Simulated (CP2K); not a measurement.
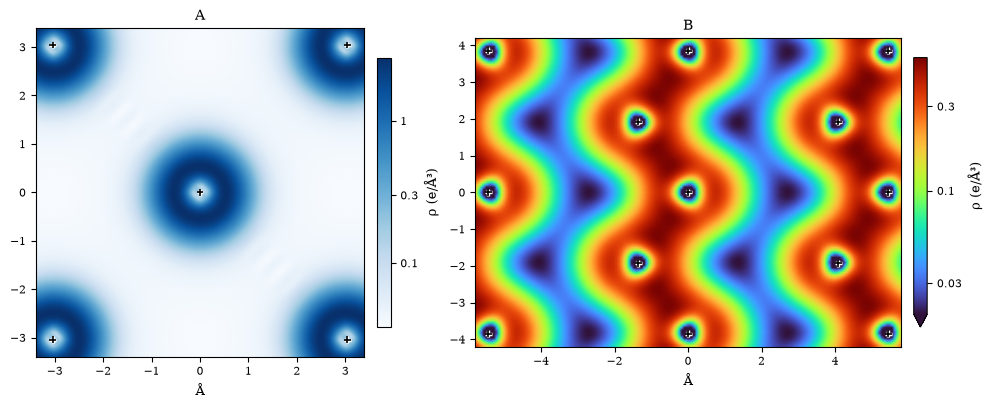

The valence electron density of 2 systems, each on a plane through atoms (crosses mark nuclei in the plane).

Computed with Kohn-Sham DFT of a periodic cell, RPBE, GTH-PBE with UZH-TZVP basis (CP2K 2026.2).

System 1: Sr, the (100) plane of the conventional cell. Space group Fm-3m.

System 2: Si, the (110) plane of the conventional cell. Space group Fd-3m; a structure from a database of computed crystals, not necessarily the ambient phase.

```xyz
8
Lattice="3.8493 2.2224 -3.1429 0.0000 4.4448 3.1429 3.8493 -2.2224 3.1429" Properties=species:S:1:pos:R:3 pbc="T T T"
Si    0.0000    2.2224    1.5715
Si    1.9246   -1.1112    1.5715
Si    1.9246    1.1112   -1.5715
Si    3.8493    2.2224    1.5715
Si    1.9246    3.3336    2.3572
Si    3.8493    0.0000    2.3572
Si    3.8493    2.2224   -0.7857
Si    5.7739    3.3336    2.3572
```

Match each panel to its system.

Answer. Panel A is system 1, Sr: the plane holds Sr. Sr–Sr (4.30 Å): ρ at the midpoint is about 0.04 e/Å³. Panel B is system 2, Si: the plane holds Si. Si–Si (2.36 Å): ρ at the midpoint is about 0.56 e/Å³.
